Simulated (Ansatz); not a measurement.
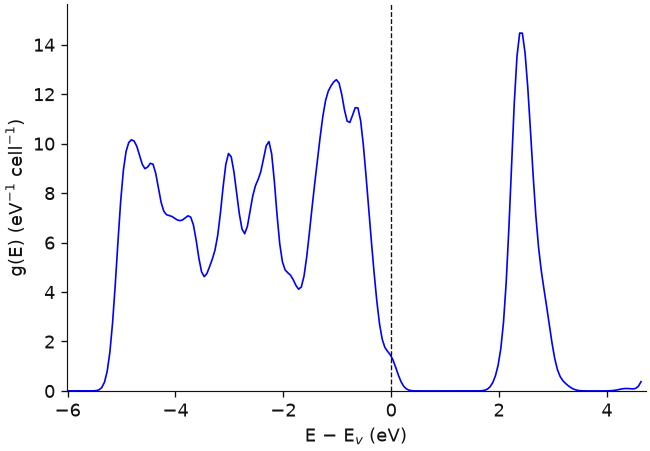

Density of states. Energies are counted from the top of the valence band. The curve is built from the levels of the k mesh with Gaussians 0.3 eV wide, which also blur the band edges.

Structure: MgSe2, space group Pa-3 (No. 205), 12 atoms in the cell.

Level of theory: DFT, r2SCAN+rVV10, plane waves, PAW, no spin polarisation, 4×4×4 k mesh, 500 eV cutoff; code Ansatz 0.2.0.

Is there a gap at the Fermi level, and how wide?

There is a gap; over the k points computed it is 2.07 eV (indirect; the smallest direct gap is 2.14 eV).

How wide is the upper valence band?

The upper group of valence states starts about 5.1 eV under the valence-band top, with a gap beneath it; it holds about 40 electrons a cell.
